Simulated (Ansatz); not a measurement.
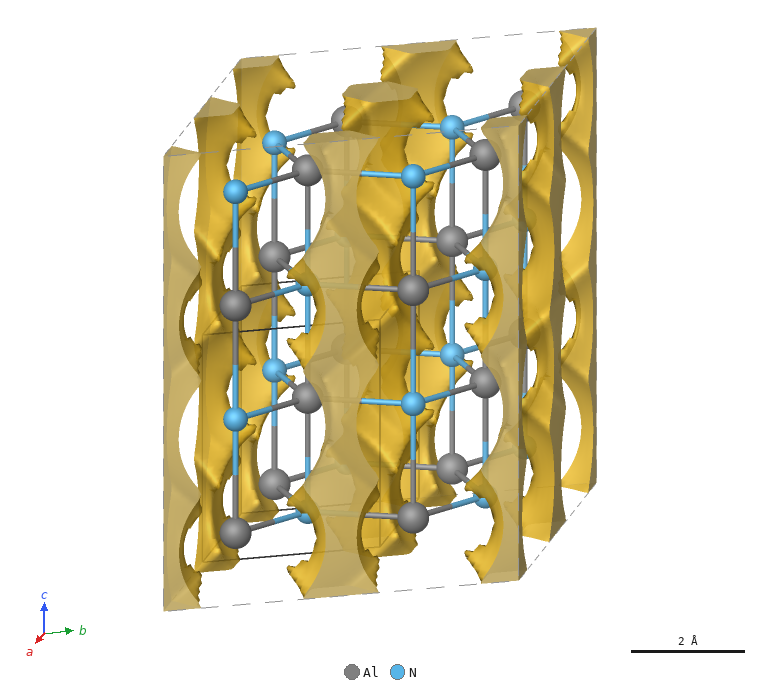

The yellow surface encloses the points that the centre of a probe sphere of radius 0.35 Å can occupy in AlN (P6_3/mmc), computed on a grid of about 0.14 Å (2×2×2 cells shown, view slightly off an axis; pale faces close the region where the box cuts it).

Atoms are hard spheres with Shannon crystal radii (six-coordinate where tabulated): Al 0.68 Å, N 1.32 Å.

The cell is taken from the input geometry of an electronic-structure calculation (not necessarily at equilibrium).

```
Al N
1.0
     3.31212    0.00000    0.00000
    -1.65606    2.86838    0.00000
     0.00000    0.00000    4.18756
Al N
2 2
Direct
  0.33333 0.66667 0.75000
  0.66667 0.33333 0.25000
  0.33333 0.66667 0.25000
  0.66667 0.33333 0.75000
```

### Do these regions connect?

Where they connect, they form one-dimensional channels along [001].

### What share of the cell can the probe's centre reach?

About 9.1 % of the volume (3.6 Å³ of 39.8 Å³).

### Give the largest included and the largest free sphere.

The largest sphere that fits anywhere has a diameter of 1.72 Å; the largest that can travel through the crystal, about 1.2 Å.

### How does the connectivity change as the probe shrinks?

Below a radius of about 0.59 Å the space forms one-dimensional channels along [001]. Below a radius of about 0.20 Å the space forms a three-dimensional network. These are grid estimates, good to about 0.05 Å.
